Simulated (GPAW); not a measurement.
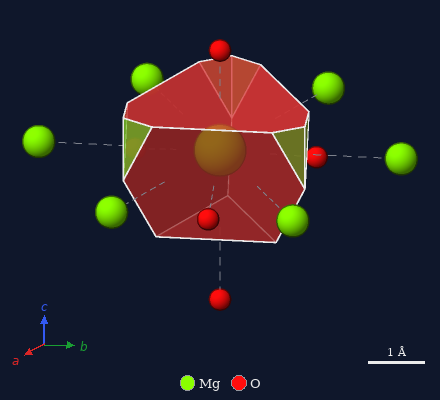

Voronoi–Dirichlet polyhedron, computed geometrically; every face belongs to one neighbour and no atomic radii are used. Central atom: Mg (2b) in MgO; faces take the colour of the neighbour behind them. Origin: a cell listed in the Materials Project, as set up for an electronic-structure calculation.

MgO, space group P6_3mc (No. 186), a = 3.308 Å, b = 3.308 Å, c = 4.983 Å, α = 90.00°, β = 90.00°, γ = 120.00°

| site | Wyckoff | x | y | z |
| --- | --- | --- | --- | --- |
| Mg | 2b | 0.6667 | 0.3333 | 0.5022 |
| O | 2b | 0.6667 | 0.3333 | 0.9024 |

How many faces does the cell have, and of which kinds?

Answer. 11 faces, index ⟨7,0,0,3,0,0,1⟩.

What is the volume of this Voronoi cell?

Answer. 11.8 Å³, equal to the mean volume per atom.

Which neighbours share a face with the central atom?

Answer. 5 O (96 % of the solid angle) and 6 Mg (4 % of the solid angle).
